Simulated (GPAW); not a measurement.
Crystal: ZrS2, a cell listed in the Materials Project, as set up for an electronic-structure calculation.

```
CELL_PARAMETERS angstrom
3.69138 0.00000 0.00000
-1.84569 3.19683 0.00000
0.00000 0.00000 6.04108
ATOMIC_POSITIONS crystal
Zr 0.00000 0.00000 0.00000
S 0.33333 0.66667 0.23791
S 0.66667 0.33333 0.76209
```

> What does its first Brillouin zone look like, and which path through it is standard?

It has a primitive hexagonal lattice (hP; extended symbol hP2). The zone is a hexagonal prism in its combinatorial type: 8 faces (6 with 4 edges, 2 with 6 edges), 18 edges, 12 vertices. Path: Γ–M–K–Γ–A–L–H–A | L–M | H–K.

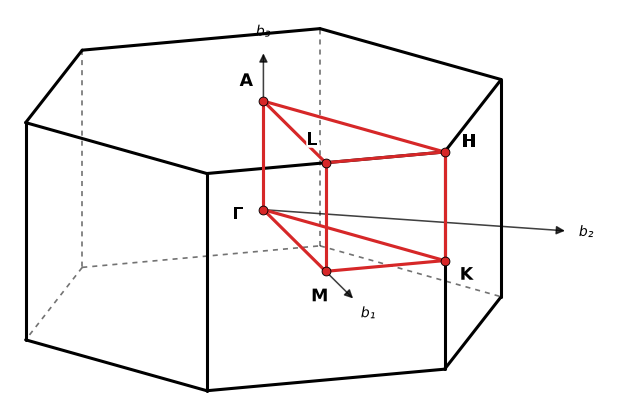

Labels and path follow the convention of Hinuma et al. (2017), as computed by seekpath; the arrows show the directions of the reciprocal primitive vectors b₁, b₂, b₃, in which coordinates are given; lengths include the factor 2π.

| point | k₁ | k₂ | k₃ | length of k (1/Å) |
| --- | --- | --- | --- | --- |
| Γ | 0 | 0 | 0 | 0.000 |
| A | 0 | 0 | 1/2 | 0.520 |
| K | 1/3 | 1/3 | 0 | 1.135 |
| H | 1/3 | 1/3 | 1/2 | 1.248 |
| M | 1/2 | 0 | 0 | 0.983 |
| L | 1/2 | 0 | 1/2 | 1.112 |
